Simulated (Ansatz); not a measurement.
# Single-point calculation of Mo (part 1 of 2)

Mo (slab, 20 atoms in the cell), computed with DFT PBE+D3(BJ), scalar-relativistic, plane waves, PAW, no spin polarisation (Ansatz 0.2.0).

The structure derives from an entry of the Crystallography Open Database. It belongs to a series of runs on one base structure; here: the slab at its places in the relaxed adsorbed structure. Figures and captions count atoms from 1; the log counts them from 0 in places.

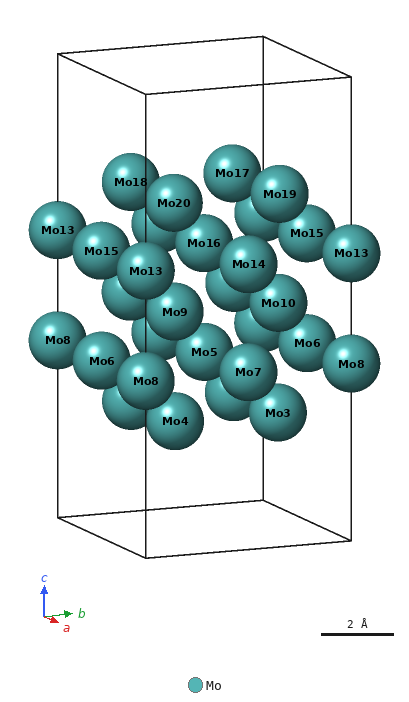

*The structure as given in the input (spheres-only view of the cell of the calculation, with the vacuum cut short, seen slightly off an axis; atoms are numbered from 1 in the order of the input). An atom can appear more than once, as a periodic image.*

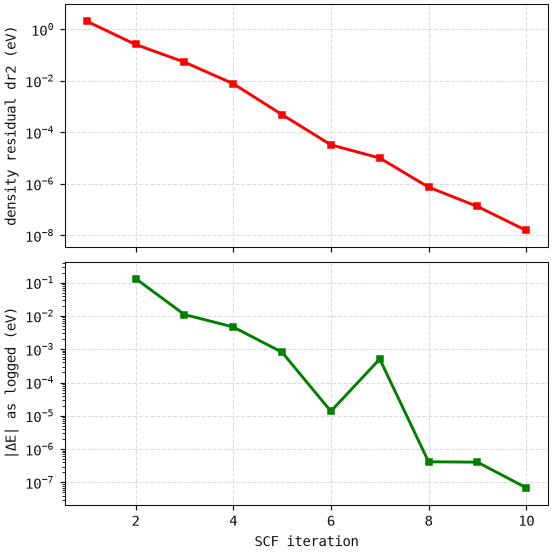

*Convergence of the self-consistent field: density residual dr2 and size of the energy change against the SCF iteration.*

The residual falls at every step.

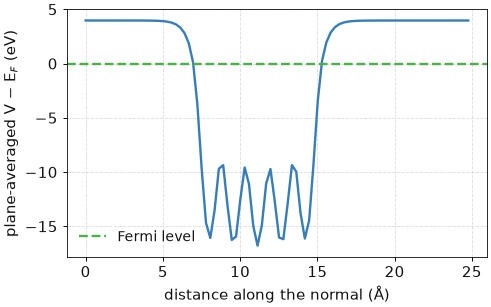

*Plane average of the electrostatic potential energy of an electron across the cell, from the Fermi level.*

The vacuum level lies 3.98 eV above the Fermi level.

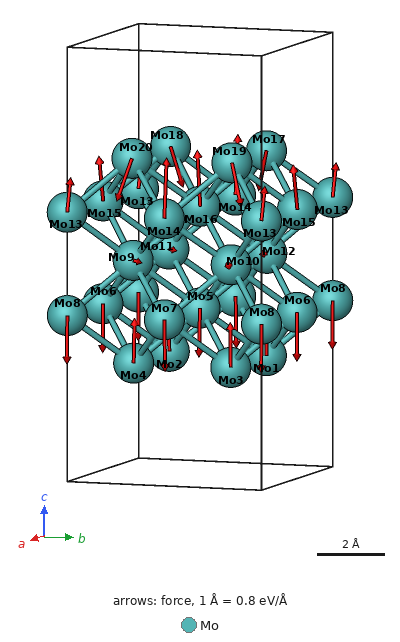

*Forces on the atoms as red arrows (ball-and-stick view of the cell of the calculation, with the vacuum cut short, seen slightly off an axis; atoms are numbered from 1 in the order of the input).*

The largest act on Mo14 (1.49 eV/Å); Mo16 (1.43 eV/Å); Mo7 (1.29 eV/Å); Mo5 (1.22 eV/Å), among others. The geometry is not a stationary point of this energy.

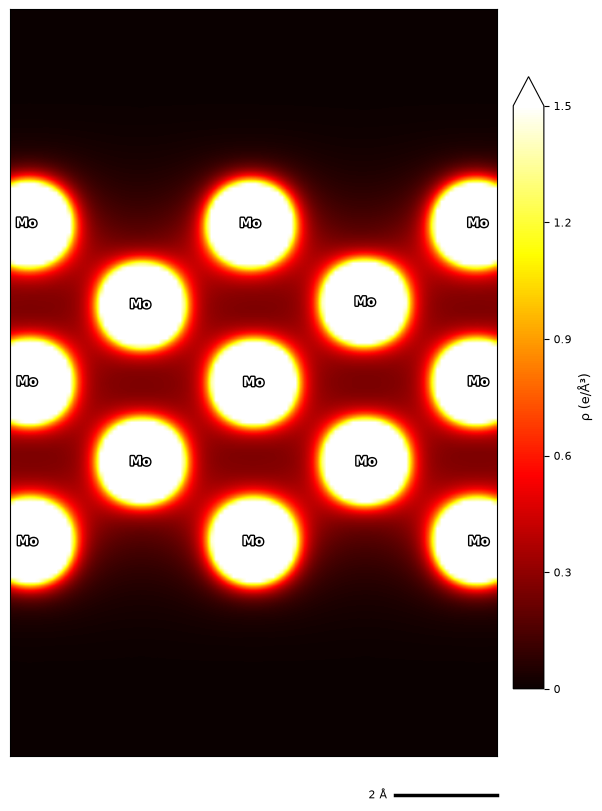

*Valence electron density on the (110) plane of the calculation cell, a cut from vacuum to vacuum.*

Atoms in the plane: Mo. Mo–Mo (2.68 Å): ρ at the midpoint is about 0.43 e/Å³. Mo–Mo (2.71 Å): the density is about 0.41 e/Å³ at the midpoint. Mo–Mo (2.75 Å): the density is about 0.38 e/Å³ at the midpoint. The density dies away to nearly zero in the vacuum. In a PAW calculation such maps are meaningful between the atoms, not at the nuclei.

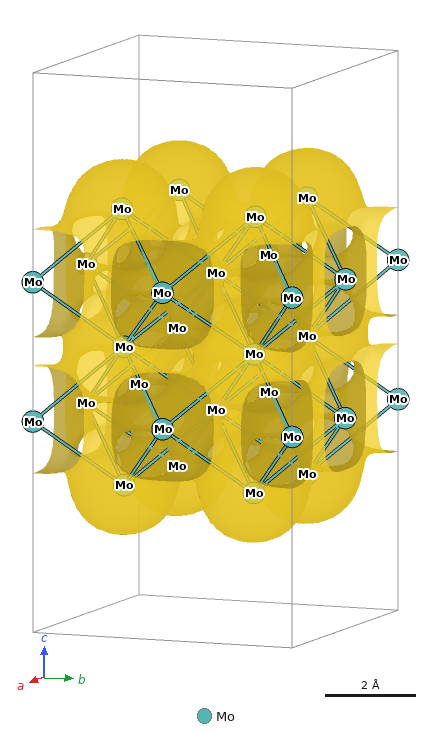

*Isosurface of the valence electron density at 0.3 e/Å³ (yellow), seen slightly off an axis. Sticks mark near contacts.*

At this value the density is joined into sheets; it holds about 90 % of the electrons treated as valence (semicore included). On the grid the lowest density along these lines, outside the cores, is 0.45 e/Å³ (Mo–Mo, 2.66 Å), 0.39 e/Å³ (Mo–Mo, 2.70 Å) and 0.38 e/Å³ (Mo–Mo, 2.75 Å).

The input and output of the run follow.

Input file
```yaml
crystal:
  lattice:
    - [6.2604336858, 0.0, 0.0]
    - [0.0, 6.2604336858, 0.0]
    - [0.0, 0.0, 25.0416336858]
  atoms:
    - { symbol: Mo, position: [0.25, 0.75, 0.3194679748] }
    - { symbol: Mo, position: [0.25, 0.25, 0.3194679748] }
    - { symbol: Mo, position: [0.75, 0.75, 0.3194679748] }
    - { symbol: Mo, position: [0.75, 0.25, 0.3194679748] }
    - { symbol: Mo, position: [0.5, 0.5, 0.381968227] }
    - { symbol: Mo, position: [0.5, 0.0, 0.381968227] }
    - { symbol: Mo, position: [0.0, 0.5, 0.381968227] }
    - { symbol: Mo, position: [0.0, 0.0, 0.381968227] }
    - { symbol: Mo, position: [0.7504631762, 0.2476333658, 0.4445306306] }
    - { symbol: Mo, position: [0.7504589091, 0.7523801741, 0.4445220607] }
    - { symbol: Mo, position: [0.2500897857, 0.2479210272, 0.4440564953] }
    - { symbol: Mo, position: [0.2501011716, 0.752103537, 0.4440609446] }
    - { symbol: Mo, position: [0.0009547883, -2.46272e-05, 0.5076933991] }
    - { symbol: Mo, position: [0.000451277, 0.4999421897, 0.5051150576] }
    - { symbol: Mo, position: [0.4961368004, 9.4603e-06, 0.5070877447] }
    - { symbol: Mo, position: [0.4967235564, 0.4999723474, 0.5057897775] }
    - { symbol: Mo, position: [0.2403260685, 0.746941348, 0.5686367901] }
    - { symbol: Mo, position: [0.2402967455, 0.2530069554, 0.5686377486] }
    - { symbol: Mo, position: [0.7528637432, 0.7572635208, 0.568797192] }
    - { symbol: Mo, position: [0.752746671, 0.2424632327, 0.5688079505] }
basis:
  ecutwfc: 420
kpoints:
  mp_grid: { grid: [3, 3, 1] }
hamiltonian:
  xc: pbe
  dispersion: d3bj
scf:
  occupations: { method: gaussian, width: 0.1 }
output:
  forces: true
  eigenvalues: true
  write_density: true
  volumetric_format: npy
efield:
  axis: 3
  dipole_correction: true
  ramp_width: 0.04
```

Run as:
```bash
ansatz run input.yaml --threads 4 --pin off --max-ram 10240MiB --backend cpu --events-out ev --progress --plain --runs-dir out
```

What the program printed
```
Engine: ansatz 0.2.0, x86_64-unknown-linux-gnu
Pseudopotentials: kind: paw
Pseudopotential: Mo, paw, valence charge 14, recommended cutoff 420 eV (normal), Mo.paw.azcp
Functional definition: PBE
  parameter kappa = 0.804
  parameter beta = 0.06672455060314922
  exchange = pbe_x(kappa = kappa, mu = beta*pi^2/3)
  correlation = pbe_c(beta = beta)
Crystal: 20 atoms, lattice volume = 981.457 Å³
Basis set: ecut = 420 eV, 19223 PW (Γ), exchange–correlation on 90×90×360 points (8 copies of the dense FFT grid, shifted against one another)
Bands: 168, of which v1, the nominal top of the filled ones, is band 140 counted from 1 (139 counted from 0)
Symmetry: 1 space group operations
Space group: P1 (ITA 1), of the structure as read, at distance tolerance 9.9e-5 Å
k-points: 5 of 9 (time reversal used)
Non-local potential: Mo, projectors of the file, l = 0: 3, l = 1: 2, l = 2: 2, l = 3: 1
PAW form: soft (Blöchl's): semilocal exchange-correlation on the pseudo side does not see the compensation charge
PAW one-centre angular grid: Mo, 590 points (default); XC on 64 Gauss nodes
Initial density: superposition of atomic densities (neutral atoms: chi_scale 0, normalization atom), corrected by the library's trained network
Initial wavefunctions: pseudopotential atomic-orbital guess
Functional: x = pbe(κ = 0.804, μ = 0.2195149727645171), c = pbe(β = 0.06672455060314922)
SCF iter   1: F=—  HF=-99113.372524 eV  |F-HF|=—  |Δ(HF+E_count)|=         —  Δρ=7.85e-3  dr2=2.07e0  ethr=1.77e-3  p=0.000 e·Å  D=8.46e-6 V/Å  ΔV_dip=-0.00 eV  dr2_dipole=3.63e-3  V_vac-E_F(+/−)=3.96/3.96 eV  ⟨swp⟩=10.0  Hψ=4145  notcnv=0
efield: sawtooth ramp at fractional position 0.9241 (placed from the atoms, in the widest stretch of the axis that holds none; the zero of the levels goes with the place), width 0.0400; the density the first Hamiltonian is built on has a dipole p = 0.000 e·Å; the dipole correction subtracts the counter field D = 8.46e-6 V/Å, which shifts the + side's vacuum level by -0.00 eV against the − side's; the planar-averaged density in the ramp window peaks in size at 3.7e-6 e/Å³
preconditioner: auto → LDOS  [metal: Δε(μ)=0.010 eV  Ē_g=3.551 eV  σ=0.100 eV  W_gap=0.06  n_scr=156 (ndim 8)  ℏωp=13.0 eV  f_vac=0.597  D(μ)=33.16/eV (n_scr^D=278)  β→1.0]
SCF iter   2: F=—  HF=-99113.239734 eV  |F-HF|=—  |Δ(HF+E_count)|=   1.33e-1  Δρ=3.43e-3  dr2=2.59e-1  ethr=7.41e-4  p=-0.000 e·Å  D=-8.21e-5 V/Å  ΔV_dip=0.00 eV  dr2_dipole=9.06e-5  V_vac-E_F(+/−)=3.92/3.92 eV  ⟨swp⟩=2.0  Hψ=1147  notcnv=0  defer=76
SCF iter   3: F=—  HF=-99113.228745 eV  |F-HF|=—  |Δ(HF+E_count)|=   1.10e-2  Δρ=1.60e-3  dr2=5.35e-2  ethr=9.24e-5  p=0.000 e·Å  D=6.86e-5 V/Å  ΔV_dip=-0.00 eV  dr2_dipole=1.28e-5  V_vac-E_F(+/−)=3.94/3.95 eV  ⟨swp⟩=2.0  Hψ=1101  notcnv=0  defer=76
SCF iter   4: F=—  HF=-99113.224088 eV  |F-HF|=—  |Δ(HF+E_count)|=   4.66e-3  Δρ=5.27e-4  dr2=7.75e-3  ethr=1.91e-5  p=0.000 e·Å  D=6.54e-5 V/Å  ΔV_dip=-0.00 eV  dr2_dipole=1.06e-5  V_vac-E_F(+/−)=3.95/3.96 eV  ⟨swp⟩=2.2  Hψ=1063  notcnv=0  defer=76
SCF iter   5: F=—  HF=-99113.223276 eV  |F-HF|=—  |Δ(HF+E_count)|=   8.12e-4  Δρ=1.22e-4  dr2=4.89e-4  ethr=2.77e-6  p=0.000 e·Å  D=7.08e-5 V/Å  ΔV_dip=-0.00 eV  dr2_dipole=1.53e-7  V_vac-E_F(+/−)=3.96/3.96 eV  ⟨swp⟩=2.0  Hψ=1055  notcnv=0  defer=76
SCF iter   6: F=—  HF=-99113.223262 eV  |F-HF|=—  |Δ(HF+E_count)|=   1.37e-5  Δρ=2.99e-5  dr2=3.28e-5  ethr=1.75e-7  p=0.000 e·Å  D=6.38e-5 V/Å  ΔV_dip=-0.00 eV  dr2_dipole=8.60e-9  V_vac-E_F(+/−)=3.97/3.97 eV  ⟨swp⟩=2.4  Hψ=1074  notcnv=0  defer=76
SCF iter   7: F=—  HF=-99113.222755 eV  |F-HF|=—  |Δ(HF+E_count)|=   5.07e-4  Δρ=1.46e-5  dr2=1.01e-5  ethr=1.17e-8  p=0.000 e·Å  D=5.32e-5 V/Å  ΔV_dip=-0.00 eV  dr2_dipole=8.30e-9  V_vac-E_F(+/−)=3.97/3.97 eV  ⟨swp⟩=3.2  Hψ=1762  notcnv=0  defer=46
SCF iter   8: F=—  HF=-99113.222755 eV  |F-HF|=—  |Δ(HF+E_count)|=   4.16e-7  Δρ=5.64e-6  dr2=7.46e-7  ethr=3.62e-9  p=0.000 e·Å  D=4.17e-5 V/Å  ΔV_dip=-0.00 eV  dr2_dipole=1.90e-12  V_vac-E_F(+/−)=3.97/3.98 eV  ⟨swp⟩=2.0  Hψ=1043  notcnv=0  defer=46
SCF iter   9: F=—  HF=-99113.222756 eV  |F-HF|=—  |Δ(HF+E_count)|=   4.06e-7  Δρ=2.01e-6  dr2=1.33e-7  ethr=3.57e-11  p=0.000 e·Å  D=3.62e-5 V/Å  ΔV_dip=-0.00 eV  dr2_dipole=1.79e-10  V_vac-E_F(+/−)=3.98/3.98 eV  ⟨swp⟩=16.2  Hψ=4230  notcnv=0
SCF iter  10: F=-99113.222756 eV  HF=-99113.222756 eV  |F-HF|=1.23e-8  |Δ(HF+E_count)|=   6.88e-8  Δρ=8.76e-7  dr2=1.55e-8  ethr=3.57e-11  p=0.000 e·Å  D=3.39e-5 V/Å  ΔV_dip=-0.00 eV  dr2_dipole=1.36e-9  V_vac-E_F(+/−)=3.98/3.98 eV  ⟨swp⟩=5.0  Hψ=2533  notcnv=0
SCF 1 converged in 10 iterations: F = -99113.222756 eV  dr2 = 1.55e-8
  greatest PAW one-centre occupation: 0.998 electrons in one spin orbital (limit 2), on the Mo atom at site 17 (counted from 0), in its partial waves of l = 0
SCF converged after 10 iterations
Free energy (F): -99113.222756 eV
Harris-Foulkes:  -99113.222756 eV  (|F-HF|=1.23e-8)
Internal energy: -99113.054357 eV  (E = F + TS)
E sigma→0 (E₀):  -99113.138557 eV
Entropy (-TS):   -0.168399 eV (-8.420 meV/atom)
Fermi energy:    4.092779 eV
Dipole field:    D = 0.000056 V/Å  (p = 0.000305 e·Å, saw-weighted, corrected)
Work function:   Φ+ = 3.9751 eV   Φ− = 3.9765 eV
Levels:          The Fermi level and band energies are counted from a zero that moves with the ramp; work functions are not
--- Per-component energies (eV) ---
  E_band       = -5799.123003
  E_kinetic    = 8793.456070
  E_local      = -375934.886056  (includes V_loc(G=0)·N_el)
  E_nonlocal   = 2872.268658
  E_hartree    = 182952.365967
  E_xc         = -3648.159580
  E_vxc        = -4550.622531  (∫ρ·V_xc dr)
  E_paw        = -64028.909931  (= ΣΔE_a)
  E_vpaw       = -2884.079510  (= ΣTr[D̂ρ^β])
  E_aug_tail   = 0.000885  (compensation charges beyond the density's cutoff)
  E_efield     = 0.000000  (sawtooth field / dipole correction)
  E_vefield    = -0.000014  (∫n·V_field dr)
  E_ewald      = 149890.891275
  E_disp       = -10.081644  (pairwise vdW)
  E_smearing   = -0.168399  (= −TS)
  E_closure    = -0.000000  (closes the sum)
  Σ components = -99113.222756   (vs F -99113.222756, Δ=0.00e0)
```
